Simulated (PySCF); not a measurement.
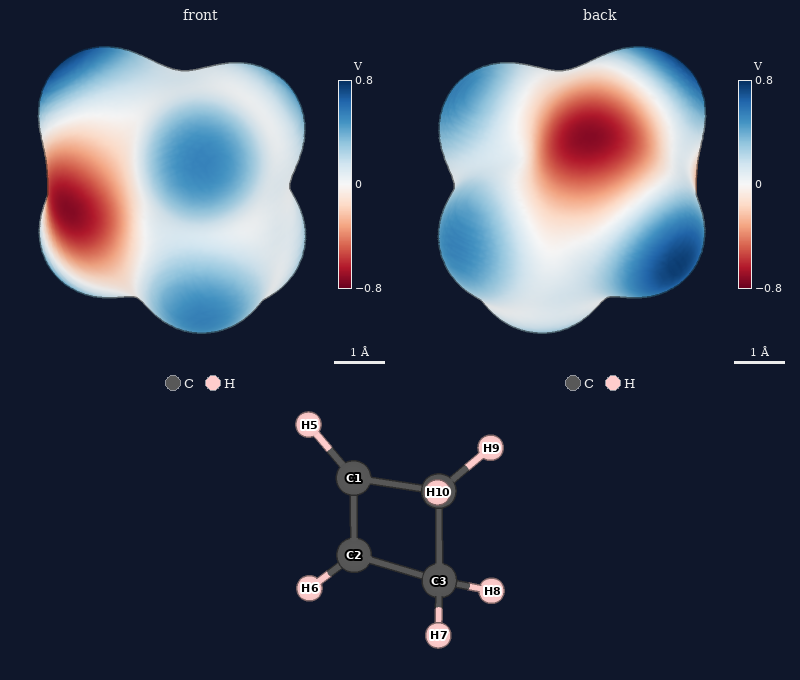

Figure. C₄H₆ (SMILES C1=CCC1). The electrostatic potential painted on the density surface at 0.002 e/bohr³, seen from the front and from behind; red is negative and blue positive. The bare structure is drawn below in the same view.

Geometry: PBE0-D3(BJ)/def2-SVP.

Computed with PBE0/pcSseg-1, SCF density, gas phase, non-relativistic (PySCF 2.14.0).

```tsv
atom	x (Å)	y (Å)	z (Å)
C	1.0618	0.3729	-0.2427
C	-0.0217	1.1337	-0.0242
C	-0.9355	-0.0441	0.2118
C	0.3225	-0.9280	-0.0421
H	2.1053	0.5979	-0.4810
H	-0.1950	2.2136	-0.0165
H	-1.3641	-0.1254	1.2248
H	-1.7510	-0.1747	-0.5192
H	0.2579	-1.5853	-0.9255
H	0.6445	-1.5372	0.8191
```

Q: Where is the surface potential most negative and most positive?

A: The most negative region (about −0.7 V) lies over the π face of C1 and C2, the most positive (about +0.7 V) over H5 and H6.

Q: How polar is the molecule by this calculation?

A: Its dipole moment is 0.19 D.
